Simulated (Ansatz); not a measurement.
Run report: AlAs, geometry relaxation (part 2 of 2)

AlAs (F-43m, 2 atoms in the cell); DFT, PBE, plane waves, PAW, no spin polarisation (Ansatz 0.2.0); cutoff 420 eV, 8×8×8 k-mesh, Fermi–Dirac smearing of 0.02 eV. The structure derives from an entry of the Crystallography Open Database.

Geometry of the input (Å; fractional positions):
```
0.0000  2.8304  2.8304
2.8304  0.0000  2.8304
2.8304  2.8304  0.0000
Al 0.0000  0.0000  0.0000
As 0.2500  0.2500  0.2500
```

```
basis re-selected at this cell: Δ(F+E_penalty+E_count) = -3.343e-4 eV, ΔP = +0.010 GPa vs the last step (what re-selecting the basis moved, of the pressure what is left beyond the Pulay correction that the steps carried, after the strain that the cell walked since its last selection, with what the two solves' SCF thresholds leave and, on support functions, any second-order correction that the steps lacked; it is no measure of the basis error at this ecutwfc). The dense FFT grid was sized anew with the basis: this SCF ran on 30×30×30 points, the steps before it on 27×27×27, so part of this shift can come from that change (see relax.cell in the input reference). This SCF's stress stands 2.87e-2 GPa from its target on what of the cell is left free (relax.cell.stress_tol is 5.00e-2 GPa) and its largest allowed force component is 3.14e-17 eV/Å (relax.f_tol is 5.00e-3 eV/Å): within both
SCF converged after 5 iterations
Free energy (F): -5394.614444 eV
Harris-Foulkes:  -5394.614444 eV  (|F-HF|=2.00e-11)
Internal energy: -5394.614444 eV  (E = F + TS)
E sigma→0 (E₀):  -5394.614444 eV
Fermi energy:    6.739697 eV
--- Per-component energies (eV) ---
  E_band       = -272.491904
  E_kinetic    = 125.795553
  E_local      = -2140.708325  (includes V_loc(G=0)·N_el)
  E_nonlocal   = -660.042623
  E_hartree    = 1141.378258
  E_xc         = -118.644977
  E_vxc        = -107.843186  (∫ρ·V_xc dr)
  E_paw        = -2303.044593  (= ΣΔE_a)
  E_vpaw       = 227.550045  (= ΣTr[D̂ρ^β])
  E_aug_tail   = 0.000007  (compensation charges beyond the density's cutoff)
  E_ewald      = -1439.347743
  E_smearing   = -0.000000  (= −TS)
  E_closure    = 0.000000  (closes the sum)
  Σ components = -5394.614444   (vs F -5394.614444, Δ=0.00e0)
--- Forces (eV/Å), atoms counted from 1 ---
  atom   1  Al     0.00000000     0.00000000    -0.00000000
  atom   2  As    -0.00000000    -0.00000000     0.00000000
  max |Σ_I F_I| component: 5.75e-17 eV/Å
--- Stress (GPa, compression-positive) ---
        0.028682      -0.000000      -0.000000
       -0.000000       0.028682       0.000000
       -0.000000       0.000000       0.028682
  P = ⅓ Tr σ = 0.0287 GPa (0.287 kbar)
--- Band table (eV; the first three rows and the last of 29) ---
  k-point 0: bands = ["-28.3827", "-28.3827", "-28.3827", "-28.3734", "-28.3734", "-5.6825", "5.9880", "5.9880", "5.9880", "7.7663", "10.2301", "10.2301", "10.2301"]
  k-point 1: bands = ["-28.3827", "-28.3826", "-28.3826", "-28.3733", "-28.3733", "-5.5368", "4.5657", "5.8334", "5.8334", "8.5700", "10.5024", "10.5024", "10.5820"]
  k-point 2: bands = ["-28.3826", "-28.3823", "-28.3823", "-28.3733", "-28.3733", "-5.1341", "2.6698", "5.5268", "5.5268", "8.4614", "10.8458", "10.8458", "12.2372"]
  k-point 28: bands = ["-28.3825", "-28.3821", "-28.3811", "-28.3735", "-28.3729", "-3.8035", "1.0041", "2.9509", "3.2896", "10.3044", "11.4542", "11.5733", "12.0142"]
--- Relaxed structure (3 steps of the walk, 3 accepted, 1 SCFs on fresh bases) ---
  F+E_penalty+E_count = -5394.61444365 eV   max|allowed force component| = 3.137e-17 eV/Å   (the final SCF, on the basis selected at the relaxed cell)
  cell:  # Å, volume = 46.9744 Å³
    - [-5.60490923618515e-34, 2.8638066095785835, 2.8638066095785835]
    - [2.8638066095785835, 2.904362058750486e-33, 2.8638066095785835]
    - [2.8638066095785835, 2.8638066095785835, 2.7769777579280963e-33]
  atoms:
    - { symbol: Al, position: [-5.935282951692861e-34, 5.169782956131937e-34, 5.320402168221471e-34] }
    - { symbol: As, position: [0.25, 0.25, 0.25] }
```

### File rho_z.tsv
```
# z_ang	rho[e/angstrom^3]
# format = ansatz-planar-average/11
# lattice	-0.000000000	2.863806610	2.863806610
# lattice	2.863806610	0.000000000	2.863806610
# lattice	2.863806610	2.863806610	0.000000000
# sites	2
# site	13	0.000000000	-0.000000000	-0.000000000
# site	33	1.431903305	1.431903305	1.431903305
0.000000	2.116566e-1
0.135001	2.583290e-1
0.270002	3.309638e-1
0.405003	4.511003e-1
0.540005	6.375954e-1
0.675006	8.820404e-1
0.810007	1.127324e0
0.945008	1.280672e0
1.080009	1.268933e0
1.215010	1.093490e0
1.350011	8.299844e-1
1.485013	5.730153e-1
1.620014	3.806118e-1
1.755015	2.609685e-1
1.890016	1.939532e-1
2.025017	1.561749e-1
2.160018	1.322997e-1
2.295019	1.152401e-1
2.430020	1.027436e-1
2.565022	9.420613e-2
2.700023	8.909778e-2
2.835024	8.683693e-2
2.970025	8.695573e-2
3.105026	8.916429e-2
3.240027	9.357171e-2
3.375028	1.008527e-1
3.510030	1.120703e-1
3.645031	1.282838e-1
3.780032	1.500530e-1
3.915033	1.774393e-1
```

### File v_z.tsv
```
# z_ang	v_es[eV]	v_tot[eV]
# format = ansatz-planar-average/11
# xc	pbe
# density_cutoff_ev	1680
# datasets	Al=:simpson_from_first_knot:soft	As=:simpson_from_first_knot:soft
# lattice	-0.000000000	2.863806610	2.863806610
# lattice	2.863806610	0.000000000	2.863806610
# lattice	2.863806610	2.863806610	0.000000000
# sites	2
# site	13	0.000000000	-0.000000000	-0.000000000
# site	33	1.431903305	1.431903305	1.431903305
0.000000	2.073112e0	-8.133300e0
0.135001	1.364244e0	-9.182280e0
0.270002	9.088314e-1	-9.887853e0
0.405003	8.233224e-1	-1.013474e1
0.540005	1.122170e0	-9.889568e0
0.675006	1.748238e0	-9.222736e0
0.810007	2.582651e0	-8.309013e0
0.945008	3.448152e0	-7.334667e0
1.080009	4.155978e0	-6.457417e0
1.215010	4.598080e0	-5.759106e0
1.350011	4.812592e0	-5.188242e0
1.485013	4.953064e0	-4.609373e0
1.620014	5.193002e0	-3.879905e0
1.755015	5.659694e0	-2.916728e0
1.890016	6.387614e0	-1.731313e0
2.025017	7.271914e0	-4.334797e-1
2.160018	8.091760e0	7.461216e-1
2.295019	8.640104e0	1.581442e0
2.430020	8.867024e0	2.024571e0
2.565022	8.847370e0	2.133208e0
2.700023	8.621978e0	1.948272e0
2.835024	8.181816e0	1.476507e0
2.970025	7.519849e0	6.997493e-1
3.105026	6.690350e0	-2.952650e-1
3.240027	5.822048e0	-1.383466e0
3.375028	5.049395e0	-2.536428e0
3.510030	4.431711e0	-3.695411e0
3.645031	3.937236e0	-4.772439e0
3.780032	3.451134e0	-5.816632e0
3.915033	2.828494e0	-6.947303e0
```

### Trajectory as extended XYZ (Å, eV, eV/Å), 4 frames, from step=1 to step=4
```
2
Lattice="0.0000 2.8304 2.8304 2.8304 0.0000 2.8304 2.8304 2.8304 0.0000" Properties=species:S:1:pos:R:3:forces:R:3 step=1 energy=-5394.60159 pressure_GPa=2.59
Al    0.0000    0.0000    0.0000    0.0000   0.0000   0.0000
As    1.4152    1.4152    1.4152    0.0000   0.0000   0.0000
2
Lattice="0.0000 2.8594 2.8594 2.8594 0.0000 2.8594 2.8594 2.8594 0.0000" Properties=species:S:1:pos:R:3:forces:R:3 step=2 energy=-5394.61391 pressure_GPa=0.33
Al    0.0000    0.0000    0.0000    0.0000   0.0000   0.0000
As    1.4297    1.4297    1.4297    0.0000   0.0000   0.0000
2
Lattice="0.0000 2.8638 2.8638 2.8638 0.0000 2.8638 2.8638 2.8638 0.0000" Properties=species:S:1:pos:R:3:forces:R:3 step=3 energy=-5394.61411 pressure_GPa=0.02
Al    0.0000    0.0000    0.0000    0.0000   0.0000   0.0000
As    1.4319    1.4319    1.4319    0.0000   0.0000   0.0000
2
Lattice="0.0000 2.8638 2.8638 2.8638 0.0000 2.8638 2.8638 2.8638 0.0000" Properties=species:S:1:pos:R:3:forces:R:3 step=4 energy=-5394.61444 pressure_GPa=0.03
Al    0.0000    0.0000    0.0000    0.0000   0.0000   0.0000
As    1.4319    1.4319    1.4319    0.0000   0.0000   0.0000
```

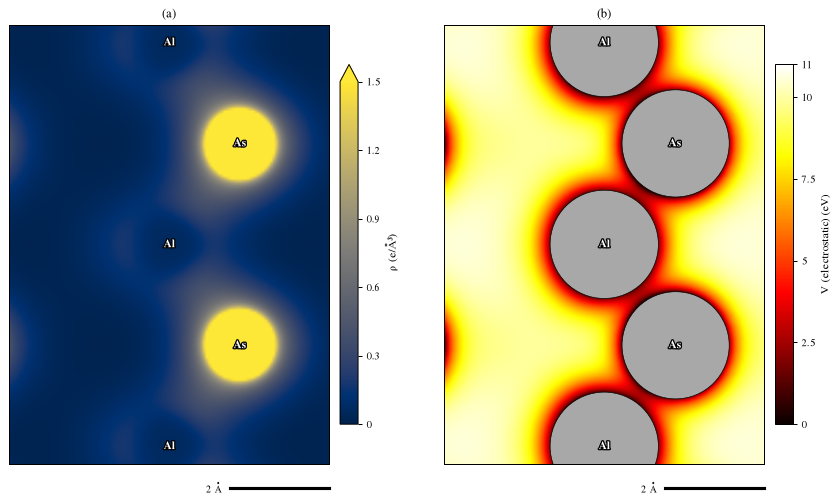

**Figure 1.** (a) valence pseudo-density; (b) electrostatic potential (local pseudopotential plus Hartree) felt by an electron on the (101) plane of the conventional cell. Grey discs, where drawn, cover atomic cores. The section cuts through Al and As sites. Al–As (2.48 Å): ρ at the midpoint is about 0.46 e/Å³. Away from the nuclei the density in this plane falls to 0.02 e/Å³ at its lowest. Outside the cores the potential energy rises away from the atoms and is highest about 2.5 Å from the nearest atoms; outside the discs it spans about 10 eV, and its zero is arbitrary. Core electrons are frozen (PAW), so the fields are smoothed inside the atomic spheres.

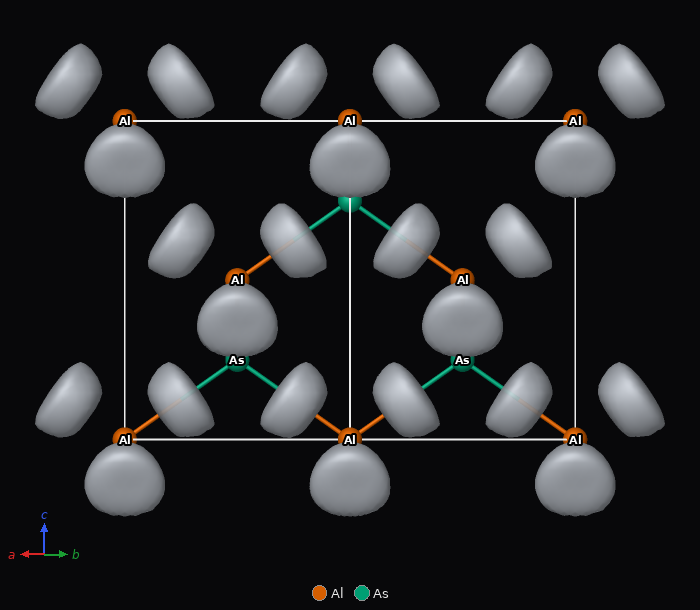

**Figure 2.** Isosurface of the ELF at 0.75 (grey), seen along [110]. Core shells and regions of very low density are left out. Sticks mark near contacts. The outline is the cell set on symmetry axes. The ELF exceeds this value in 16 regions between bonded Al–As atoms (shared pairs), counted in one cell of 8 atoms. Along the contacts the grid gives the following. Al–As (2.48 Å): the ELF peaks at about 0.90 between the atoms (a covalent bond).

### Results in brief

| quantity | value |
| --- | --- |
| outcome | converged |
| space group (tolerance 0.01 Å) | F-43m (216) |
| electrons treated | 18 |
| free energy | −5394.6144 eV |
| Fermi energy | 6.740 eV |
| gap on the k-point mesh | 1.50 eV |
| pressure | 0.03 GPa |
| final volume | 46.97 Å³ |
| largest force (length of the vector) at the end | under 0.001 eV/Å |
| final cell | a = 4.050 Å, b = 4.050 Å, c = 4.050 Å, α = 60.00°, β = 60.00°, γ = 60.00° |
| hardware | 2 threads of an x86-64 CPU, shared host |
| wall time | 4.6 s (CPU time 8.2 s) |
| peak memory | 0.47 GiB |
